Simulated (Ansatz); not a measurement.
Consider TiSi$_{2}$.

```
Ti Si
1.0
    -2.97137    3.40982    0.00000
     0.00000    0.00000    8.40949
     5.94275    3.40982    0.00000
Ti Si
6 12
Direct
  0.14712 0.50000 0.32356
  0.64712 0.00000 0.32356
  0.33333 0.00000 0.66667
  0.83333 0.50000 0.66667
  0.00000 0.00000 0.00000
  0.50000 0.50000 0.00000
  0.33333 0.32964 0.66667
  0.83333 0.82964 0.66667
  0.00000 0.32964 0.00000
  0.50000 0.82964 0.00000
  0.16667 0.82964 0.33333
  0.66667 0.32964 0.33333
  0.33333 0.67036 0.66667
  0.83333 0.17036 0.66667
  0.00000 0.67036 0.00000
  0.50000 0.17036 0.00000
  0.16667 0.17036 0.33333
  0.66667 0.67036 0.33333
```

Space group Cm; a structure from a database of computed crystals, not necessarily the ambient phase; changed on purpose from its base cell (atom 1 (Ti) moved -0.100 A along Cartesian [0 1 0]); not relaxed (largest force 1.0 eV/Å); computed without spin polarisation.

Level of theory: Ansatz 0.2.0, DFT PBE, scalar-relativistic, plane waves, PAW.

Predict the valence pseudo-density and electron localisation function between the atoms.

Answer. Ti–Si (2.61 Å): the density is about 0.3 e/Å³ at the midpoint; the ELF peaks at about 0.75 in the valence shell of Si, 0.9 Å from its nucleus, and is about 0.35 at the midpoint.
Ti–Si (2.68 Å): ρ at the midpoint is about 0.27 e/Å³; the ELF peaks at about 0.75 in the valence shell of Si, 0.9 Å from its nucleus, and is about 0.40 at the midpoint.
Ti–Si (2.74 Å): the density is about 0.25 e/Å³ at the midpoint; the ELF peaks at about 0.75 in the valence shell of Si, 0.9 Å from its nucleus, and is about 0.35 at the midpoint.

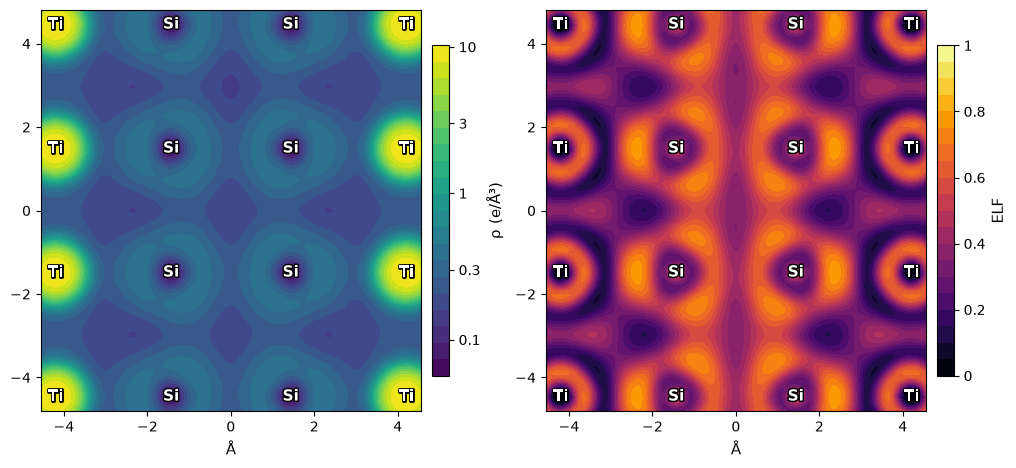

Computed valence pseudo-density and electron localisation function on the (101) plane of the conventional cell, in this order. 

Core electrons are frozen (PAW), and the valence fields are smoothed inside the atomic spheres.
